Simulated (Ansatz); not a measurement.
CrCuO2 (space group R-3m, No. 166): a calculation's input that goes back to an entry of the Crystallography Open Database (an earlier step may have relaxed or displaced it).

```cif
data_structure
_symmetry_space_group_name_H-M 'R-3m:H'
_symmetry_Int_Tables_number 166
_cell_length_a 2.9734
_cell_length_b 2.9734
_cell_length_c 17.1000
_cell_angle_alpha 90.000
_cell_angle_beta 90.000
_cell_angle_gamma 120.000
_cell_volume 130.93
loop_
_atom_site_label
_atom_site_type_symbol
_atom_site_symmetry_multiplicity
_atom_site_Wyckoff_symbol
_atom_site_fract_x
_atom_site_fract_y
_atom_site_fract_z
_atom_site_occupancy
Cr1 Cr 3 b 0.33333 0.66667 0.16667 1
Cu1 Cu 3 a 0.00000 0.00000 0.00000 1
O1 O 6 c 0.00000 0.00000 0.10792 1
```

Describe how the polyhedra about Cr are linked (bonds: Cr–O below 2.2 Å).

Cr: CrO6 octahedron, sharing edges with six neighbours.

They form layers of edge-sharing octahedra parallel to (001). Their corner atoms also have Cu as close neighbours (those links are not drawn).

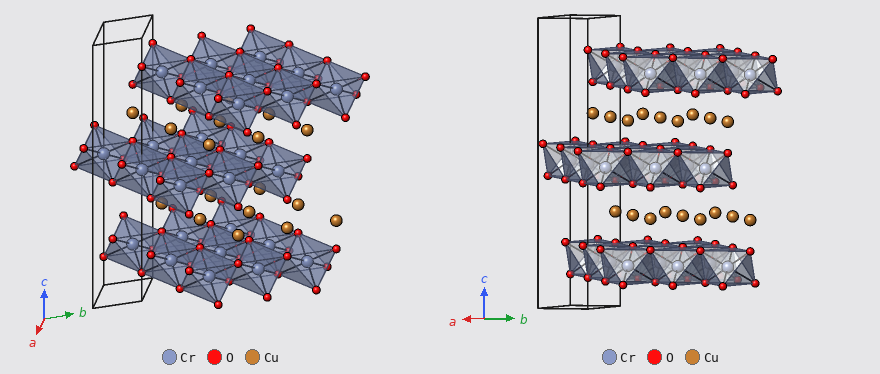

Polyhedra are drawn about Cr (bonds: Cr–O below 2.2 Å); other atoms are plain spheres. Two views of the same piece.
